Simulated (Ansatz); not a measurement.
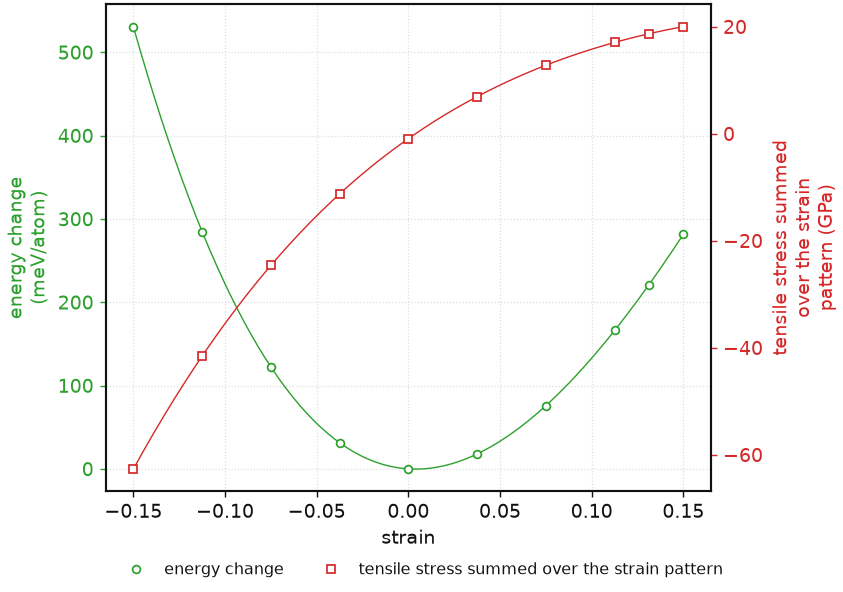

The picture above shows the energy change and tensile stress summed over the strain pattern against strain for Sc, space group Fm-3m (No. 225).

Starting cell:
```
CELL_PARAMETERS angstrom
0.00000 2.27050 2.27050
2.27050 0.00000 2.27050
2.27050 2.27050 0.00000
ATOMIC_POSITIONS crystal
Sc 0.00000 0.00000 0.00000
```

Calculation (Ansatz 0.2.0): homogeneous strain of a crystal along one Voigt pattern with engineering shear, fractional coordinates fixed, by plane-wave density functional theory with PAW datasets, free energies less that of the undisturbed cell; scalar-relativistic. Level: PBEsol, no spin polarisation.

wave cutoff 420 eV; k mesh 18×18×18; occupations Gaussian; smearing width 0.15 eV; k shift (0, 0, 0) (mesh steps); start as given; strain pattern (1, 1, 0, 0, 0, 0) (xx yy zz yz xz xy with engineering shear).

Is the starting structure at a minimum along this coordinate?

Answer. Yes: the energy rises on both sides of the starting structure, which is therefore a minimum along this path.

Read off the course of the tensile stress summed over the strain pattern.

Answer. It rises from −62.7 GPa at strain −0.1500 to 20.0 GPa at 0.1500, and changes sign near 0.004.

What does the calculation give for the slope of tensile stress?

Answer. 241 GPa.

What does the calculation give for the second derivative of tensile stress?

Answer. −1810 GPa.

Caveats: reference crystal is not relaxed.
